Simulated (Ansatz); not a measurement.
**Geometry relaxation, with input and output: Cl (part 2 of 2)**

The same run, continued: Cl (Cmmm, 2 atoms in the cell); DFT PBE, scalar-relativistic, plane waves, PAW, no spin polarisation (Ansatz 0.2.0); cutoff 420 eV, 8×8×8 k-mesh, Gaussian smearing of 0.02 eV. The structure was made by a generator, so it may or may not be a known phase.

Geometry of the input (Å; fractional positions):
```
2.2116  -4.6049  0.0000
2.2116  4.6049  0.0000
0.0000  0.0000  3.9599
Cl 0.6092  0.3908  0.0000
Cl 0.3908  0.6092  0.0000
```

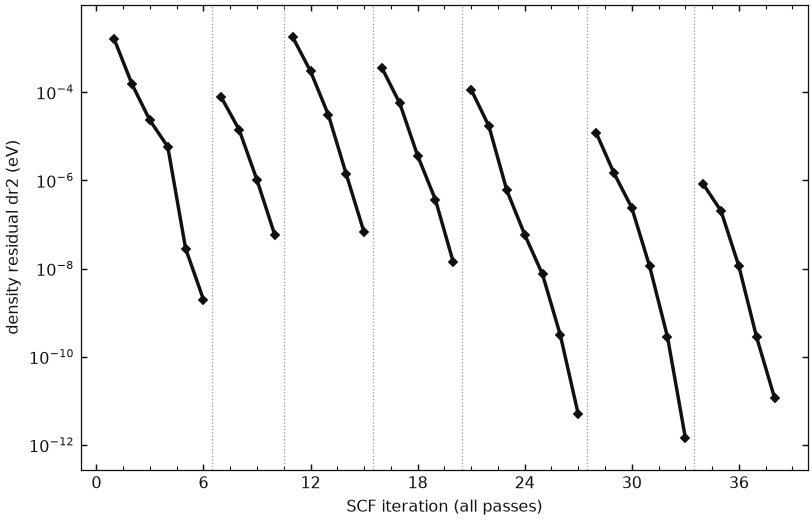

Figure 1. Convergence of the self-consistent field: density residual dr2 against the SCF iteration. The dotted lines part the SCF passes of the relaxation: geometry steps, rejected trials and re-solves on a re-selected basis. The 7 passes take 4 to 7 iterations each, 38 in all.

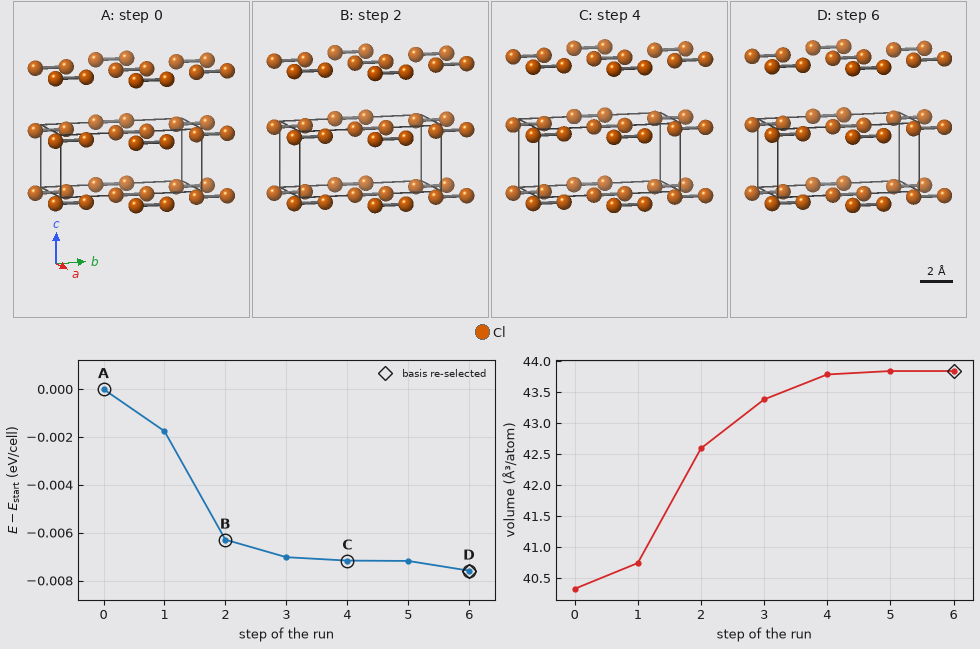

Figure 2. Frames of the relaxation (ball-and-stick view of the cell 2 times as large as that of the calculation, set on its symmetry axes, repeated 2 × 1 × 2, with bonded neighbours outside it, seen slightly off an axis) above the curves, on which the letters mark them (the first geometry is step 0 here and step 1 in the log).

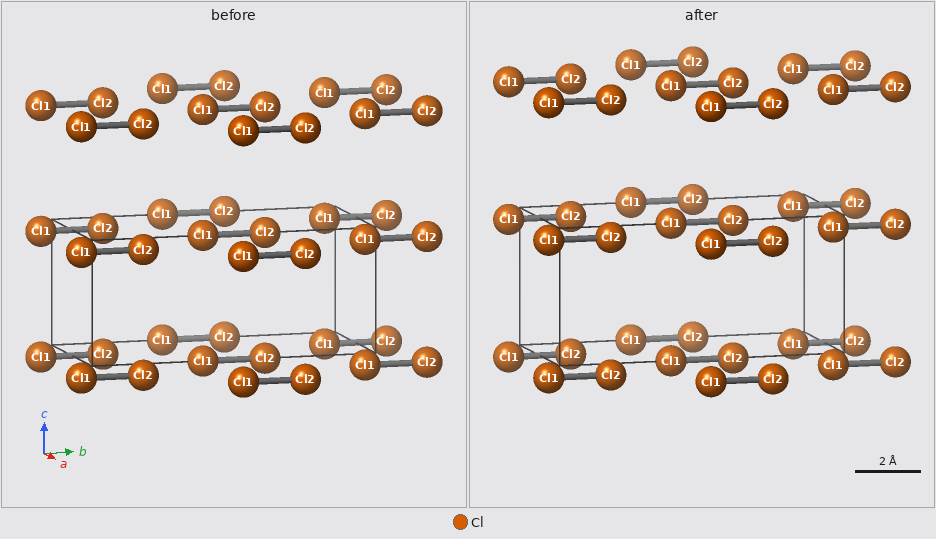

Figure 3. Before (left) and after (right) the relaxation, at one scale (ball-and-stick view of the cell 2 times as large as that of the calculation, set on its symmetry axes, repeated 2 × 1 × 2, with bonded neighbours outside it, seen slightly off an axis). Over 5 geometry steps the energy falls by 7.2 meV per cell of the calculation. Largest force component: 0.028 eV/Å at the start, 0.00086 eV/Å at the end. The pressure goes from 0.16 to 0.00 GPa. No atom moves by more than 0.005 Å relative to the cell. The volume changes by +8.7 %, with a 4.423 → 4.380 Å (−1.0 %), b 9.210 → 9.239 Å (+0.3 %), c 3.960 → 4.334 Å (+9.4 %). The space group stays Cmmm (No. 65). A last SCF at the same geometry on a re-selected plane-wave basis shifts the energy by −0.4 meV per cell of the calculation.

```
basis re-selected at this cell: Δ(F+E_penalty+E_count) = -4.068e-4 eV, ΔP = +0.010 GPa vs the last step (what re-selecting the basis moved, of the pressure what is left beyond the Pulay correction that the steps carried, after the strain that the cell walked since its last selection, with what the two solves' SCF thresholds leave and, on support functions, any second-order correction that the steps lacked; it is no measure of the basis error at this ecutwfc). The dense FFT grid was sized anew with the basis: this SCF ran on 36×36×30 points, the steps before it on 36×36×27, so part of this shift can come from that change (see relax.cell in the input reference). This SCF's stress stands 2.11e-2 GPa from its target on what of the cell is left free (relax.cell.stress_tol is 5.00e-2 GPa) and its largest allowed force component is 8.59e-4 eV/Å (relax.f_tol is 1.00e-2 eV/Å): within both
SCF converged after 5 iterations
Free energy (F): -2158.957607 eV
Harris-Foulkes:  -2158.957607 eV  (|F-HF|=1.26e-10)
Internal energy: -2158.957607 eV  (E = F + TS)
E sigma→0 (E₀):  -2158.957607 eV
Fermi energy:    -1.040262 eV
--- Per-component energies (eV) ---
  E_band       = -110.277195
  E_kinetic    = 318.967100
  E_local      = -768.494102  (includes V_loc(G=0)·N_el)
  E_nonlocal   = 57.303007
  E_hartree    = 258.011629
  E_xc         = -211.980911
  E_vxc        = -240.916272  (∫ρ·V_xc dr)
  E_paw        = -1317.982141  (= ΣΔE_a)
  E_vpaw       = 6.839655  (= ΣTr[D̂ρ^β])
  E_aug_tail   = 0.000184  (compensation charges beyond the density's cutoff)
  E_ewald      = -494.782372
  E_smearing   = -0.000000  (= −TS)
  E_closure    = -0.000000  (closes the sum)
  Σ components = -2158.957607   (vs F -2158.957607, Δ=0.00e0)
--- Forces (eV/Å), atoms counted from 1 ---
  atom   1  Cl    -0.00000000    -0.00085914    -0.00000000
  atom   2  Cl     0.00000000     0.00085914     0.00000000
  max |Σ_I F_I| component: 0.00e0 eV/Å
--- Stress (GPa, compression-positive) ---
       -0.010512      -0.000000      -0.000000
       -0.000000      -0.005219      -0.000000
       -0.000000      -0.000000       0.021092
  P = ⅓ Tr σ = 0.0018 GPa (0.018 kbar)
--- Band table (eV; the first three rows and the last of 105) ---
  k-point 0: bands = ["-18.6318", "-14.2917", "-7.5607", "-4.9110", "-4.6933", "-2.7638", "-2.0992", "1.0801", "3.6738", "7.1023", "8.5772"]
  k-point 1: bands = ["-18.6283", "-14.2883", "-7.5546", "-4.9828", "-4.6880", "-2.7577", "-2.1415", "1.0851", "3.8898", "7.1461", "8.1346"]
  k-point 2: bands = ["-18.6200", "-14.2801", "-7.5395", "-5.1484", "-4.6750", "-2.7427", "-2.2413", "1.0971", "4.4543", "6.9917", "7.9033"]
  k-point 104: bands = ["-18.4914", "-14.6830", "-6.5547", "-5.1140", "-5.0477", "-2.9030", "-1.9418", "-0.0502", "5.6071", "7.2861", "7.3092"]
--- Relaxed structure (6 steps of the walk, 6 accepted, 1 SCFs on fresh bases) ---
  F+E_penalty+E_count = -2158.95760651 eV   max|allowed force component| = 8.591e-4 eV/Å   (the final SCF, on the basis selected at the relaxed cell)
  cell:  # Å, volume = 87.6853 Å³
    - [2.1901427850511723, -4.619340765788728, 0.0]
    - [2.1901427850511723, 4.619340765788728, 0.0]
    - [0.0, 0.0, 4.333554600953898]
  atoms:
    - { symbol: Cl, position: [0.6089612638771429, 0.39103873612285733, 0.0] }
    - { symbol: Cl, position: [0.39103873612285733, 0.6089612638771429, 0.0] }
```

## Trajectory as extended XYZ (Å, eV, eV/Å), 7 frames, from step=1 to step=7
```
2
Lattice="2.2116 -4.6049 0.0000 2.2116 4.6049 0.0000 0.0000 0.0000 3.9599" Properties=species:S:1:pos:R:3:forces:R:3 step=1 energy=-2158.95002 pressure_GPa=0.16
Cl    2.2116   -1.0057    0.0000    0.0000  -0.0277   0.0000
Cl    2.2116    1.0057    0.0000    0.0000   0.0277   0.0000
2
Lattice="2.2102 -4.6090 0.0000 2.2102 4.6090 0.0000 0.0000 0.0000 3.9997" Properties=species:S:1:pos:R:3:forces:R:3 step=2 energy=-2158.95178 pressure_GPa=0.11
Cl    2.2102   -1.0064    0.0000    0.0000  -0.0036   0.0000
Cl    2.2102    1.0064    0.0000    0.0000   0.0036   0.0000
2
Lattice="2.2019 -4.6225 0.0000 2.2019 4.6225 0.0000 0.0000 0.0000 4.1848" Properties=species:S:1:pos:R:3:forces:R:3 step=3 energy=-2158.95631 pressure_GPa=0.00
Cl    2.2019   -1.0070    0.0000    0.0000   0.0147   0.0000
Cl    2.2019    1.0070    0.0000    0.0000  -0.0147   0.0000
2
Lattice="2.1966 -4.6244 0.0000 2.1966 4.6244 0.0000 0.0000 0.0000 4.2710" Properties=species:S:1:pos:R:3:forces:R:3 step=4 energy=-2158.95704 pressure_GPa=-0.01
Cl    2.1966   -1.0067    0.0000    0.0000   0.0027   0.0000
Cl    2.1966    1.0067    0.0000    0.0000  -0.0027   0.0000
2
Lattice="2.1923 -4.6222 0.0000 2.1923 4.6222 0.0000 0.0000 0.0000 4.3212" Properties=species:S:1:pos:R:3:forces:R:3 step=5 energy=-2158.95719 pressure_GPa=-0.01
Cl    2.1923   -1.0066    0.0000    0.0000  -0.0014   0.0000
Cl    2.1923    1.0066    0.0000    0.0000   0.0014   0.0000
2
Lattice="2.1901 -4.6193 0.0000 2.1901 4.6193 0.0000 0.0000 0.0000 4.3336" Properties=species:S:1:pos:R:3:forces:R:3 step=6 energy=-2158.95720 pressure_GPa=-0.01
Cl    2.1901   -1.0067    0.0000    0.0000  -0.0010   0.0000
Cl    2.1901    1.0067    0.0000    0.0000   0.0010   0.0000
2
Lattice="2.1901 -4.6193 0.0000 2.1901 4.6193 0.0000 0.0000 0.0000 4.3336" Properties=species:S:1:pos:R:3:forces:R:3 step=7 energy=-2158.95761 pressure_GPa=0.00
Cl    2.1901   -1.0067    0.0000    0.0000  -0.0009   0.0000
Cl    2.1901    1.0067    0.0000    0.0000   0.0009   0.0000
```

## Key numbers

```tsv
quantity	value
outcome	converged
space group (tolerance 0.01 Å)	Cmmm (65)
electrons treated	14
free energy	−2158.9576 eV
Fermi energy	−1.040 eV
gap on the k-point mesh	1.80 eV
pressure	0.00 GPa
final volume	87.69 Å³
largest force (length of the vector) at the end	0.001 eV/Å
final cell	a = 5.112 Å, b = 5.112 Å, c = 4.334 Å, α = 90.00°, β = 90.00°, γ = 129.27°
wall time	77 s
peak memory	0.43 GiB
```
